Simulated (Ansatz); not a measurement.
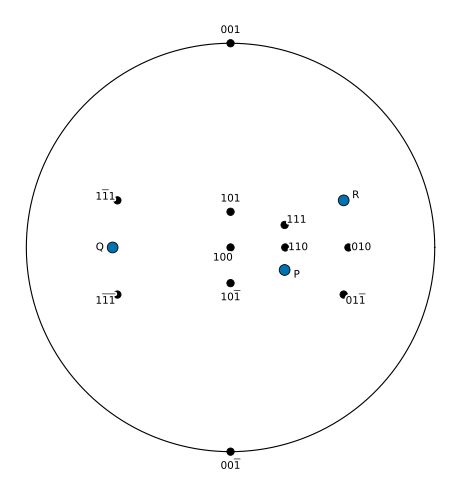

Crystal: Ru, the end point of a relaxation (final pressure about -6.9 GPa) with DFT PBEsol, scalar-relativistic, plane waves, PAW in Ansatz. Stereographic projection of plane normals (upper hemisphere) centred on (1 0 0). The drawing is computed from the coordinates (standard cell, symmetry found to 0.002 Å).

a = 2.701 Å, b = 2.701 Å, c = 6.490 Å, α = 90.00°, β = 90.00°, γ = 120.00°.

Index the poles marked P, Q, R.

Answer. P is (1 1 −1), in four indices (1 1 −2 −1), 32.0° from the centre; Q is (1 −1 0), in four indices (1 −1 0 0), 60.0° from the centre; R is (0 1 1), in four indices (0 1 −1 1), 61.9° from the centre.

What is the angle between the normals of (0 0 1) and (0 1 0), and what are their d_hkl = 1/|g|?

Answer. 90.0°; d = 6.490 Å and 2.339 Å.
